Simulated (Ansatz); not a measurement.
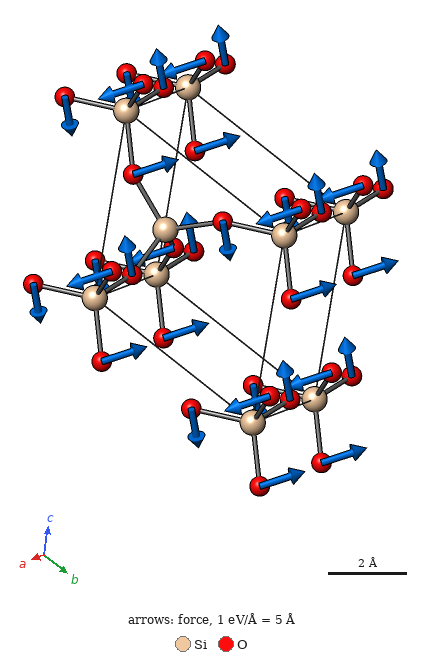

Starting geometry of crystalline SiO2 (set up in I-42d) with the computed forces as blue arrows. Style: ball-and-stick. Shown: the cell of the calculation, slightly off an axis.

The calculation used DFT PBE, scalar-relativistic, plane waves, PAW (Ansatz 0.2.0). (plane-wave cutoff 420 eV; k-point mesh 6 × 6 × 6; occupations gaussian; smearing width 0.02 eV; no spin polarisation; cell relaxed at fixed volume; force threshold 0.01 eV/Å; at most 30 steps)

### What follows when this structure is relaxed?

It isn't relaxed: the largest force vector, on O atoms, is 0.25 eV/Å. The atoms end up moving mostly along the starting forces (cosine between the two patterns 1.00). The largest moves relative to the cell, 0.11 Å, are those of O atoms. Si stays in place. The drawn cell changes at constant volume: a = b = c 5.271 → 5.262 Å (−0.2 %), α 120.6° → 120.3°, β 120.6° → 120.3°, γ 88.9° → 89.5°. Some distances before and after: O–Si 1.646 → 1.626 Å. Among the angles between lasting bonds that change: Si–O–Si 155.5° → 163.2°. The space group stays I-42d (No. 122). The energy falls by 8.3 meV per atom in 3 accepted moves (4 points after the start). The largest force component goes from 0.25 to 0.0016 eV/Å. The pressure goes from −6.22 to −2.15 GPa. The SCF was repeated once at an unchanged geometry on a basis and grid sized afresh for the cell, which shifted the energy by less than 0.05 meV per atom at most.
